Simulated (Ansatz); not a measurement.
System: CsCl-type TlCl, space group Pm-3m (No. 221), 2 atoms in the cell, relaxed with r2SCAN.

```
Tl Cl
1.0
     3.83883    0.00000    0.00000
     0.00000    3.83883    0.00000
     0.00000    0.00000    3.83883
Tl Cl
1 1
Direct
  0.00000 0.00000 0.00000
  0.50000 0.50000 0.50000
```

Method: PBE, Ansatz PAW set, no spin polarisation, no spin-orbit coupling, 6×6×6 k mesh, 420 eV cutoff, Fermi-Dirac smearing of 0.02 eV (Ansatz 0.2.0).

What will the density of states look like?

There is a gap; over the k points computed it is 2.08 eV (direct to within 0.02 eV). Within the window shown, the tallest peak of the filled states lies 1.5 eV under the valence-band top, at about 3.5 states per eV and cell.

Spin-orbit coupling is left out, which matters for Tl.

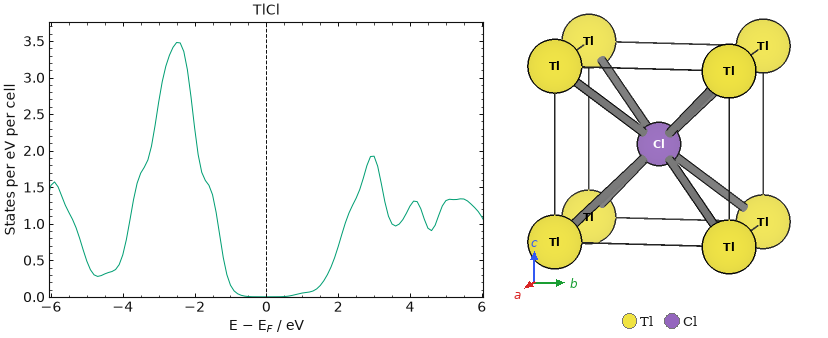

Density of states, beside the structure. Energies are counted from the Fermi level. The DOS curve is built from the levels of the k mesh with Gaussians 0.55 eV wide, which also blur the band edges; ripples of that width can come from the mesh.
